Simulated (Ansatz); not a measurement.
System: InP (slab).

Input

```
crystal:
  lattice:
    - [4.1769772426, 0.0, 0.0]
    - [0.0, 5.9071378662, 0.0]
    - [0.0, 0.0, 27.5309317278]
  atoms:
    - { symbol: In, position: [0.5, 0.5, 0.2724208564] }
    - { symbol: P, position: [0.0, 0.75, 0.2724208564] }
    - { symbol: In, position: [0.0, 0.0, 0.348280571] }
    - { symbol: P, position: [0.5, 0.25, 0.348280571] }
    - { symbol: In, position: [0.5, 0.5, 0.4241402855] }
    - { symbol: P, position: [0.0, 0.75, 0.4241402855] }
    - { symbol: In, position: [0.0, 0.0, 0.5] }
    - { symbol: P, position: [0.5, 0.25, 0.5] }
    - { symbol: In, position: [0.5, 0.5, 0.5758597145] }
    - { symbol: P, position: [0.0, 0.75, 0.5758597145] }
    - { symbol: In, position: [0.0, 0.0, 0.651719429] }
    - { symbol: P, position: [0.5, 0.25, 0.651719429] }
    - { symbol: In, position: [0.5, 0.5, 0.7275791436] }
    - { symbol: P, position: [0.0, 0.75, 0.7275791436] }
basis:
  ecutwfc: 500
kpoints:
  mp_grid: { grid: [7, 5, 1] }
hamiltonian:
  xc: r2scan
scf:
  occupations: { method: gaussian, width: 0.05 }
output:
  forces: true
  eigenvalues: true
  write_density: true
  write_potential: true
  elf: true
  volumetric_format: npy
relax:
  adjacent_minimum: "off"
  f_tol: 0.02
  max_steps: 60
efield:
  axis: 3
  dipole_correction: true
```

Launched as:

```sh
ansatz run input.yaml --threads 2 --pin off --max-ram 5120MiB --backend cpu --events-out ev --progress --plain --runs-dir out
```

The fields are those of the relaxed geometry.

Method: DFT r2SCAN, scalar-relativistic, plane waves, PAW (Ansatz).

Q: Predict the valence pseudo-density and electron localisation function between the atoms.

A: In–P (2.52 Å): ρ at the midpoint is about 0.47 e/Å³; the ELF peaks at about 0.90 in the valence shell of P, 0.9 Å from its nucleus, and is about 0.55 at the midpoint.
In–P (2.58 Å): ρ is about 0.43 e/Å³ halfway; the ELF peaks at about 0.90 in the valence shell of P, 0.9 Å from its nucleus, and is about 0.55 at the midpoint.

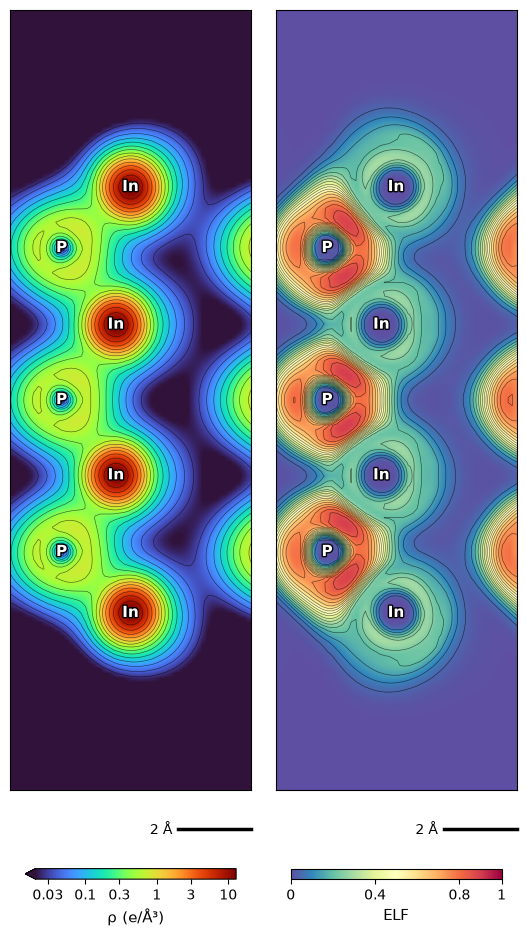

Computed valence pseudo-density and electron localisation function on the (100) plane of the calculation cell, a cut from vacuum to vacuum, in this order. 

Core electrons are frozen (PAW), and the valence fields are smoothed inside the atomic spheres.
